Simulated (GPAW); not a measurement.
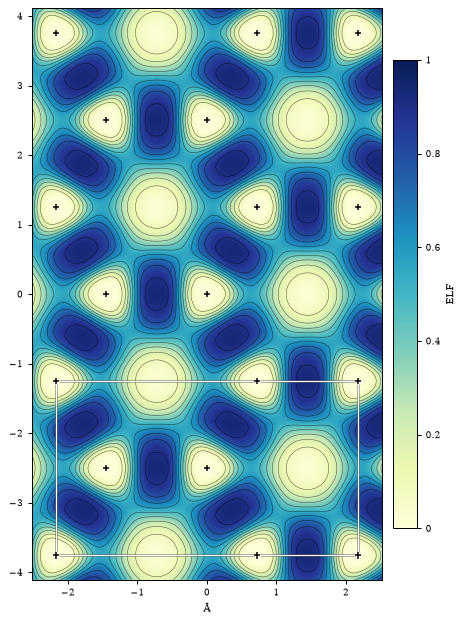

The ELF on a plane through atoms (crosses mark nuclei in the plane).

Method: Kohn-Sham DFT of a periodic cell, PBE, GPAW PAW data sets (gpaw-data 1.2.1) in GPAW.

Candidates:
A. NbSi, a = 3.16 Å, b = 3.16 Å, c = 3.16 Å, α = 90.00°, β = 90.00°, γ = 90.00°. Space group Pm-3m; a generated structure, not necessarily the stable one.
B. C, a = 4.34 Å, b = 2.51 Å, c = 3.77 Å, α = 90.00°, β = 111.88°, γ = 90.00°. Space group C2/m; a structure from a database of computed crystals, not necessarily the ambient phase; computed pressure about −11 GPa in this cell.
C. MoSe₂, a = 3.29 Å, b = 3.29 Å, c = 12.90 Å, α = 90.00°, β = 90.00°, γ = 120.00°. Space group P6₃/mmc; not relaxed (largest force 1.1 eV/Å); computed pressure about 8 GPa in this cell.

Which candidate gave the map?

Answer. Candidate B: C on the (001) plane of the conventional cell, which holds C. C–C (1.45 Å): the ELF peaks at about 0.95 between the atoms (localised, covalent bonding).
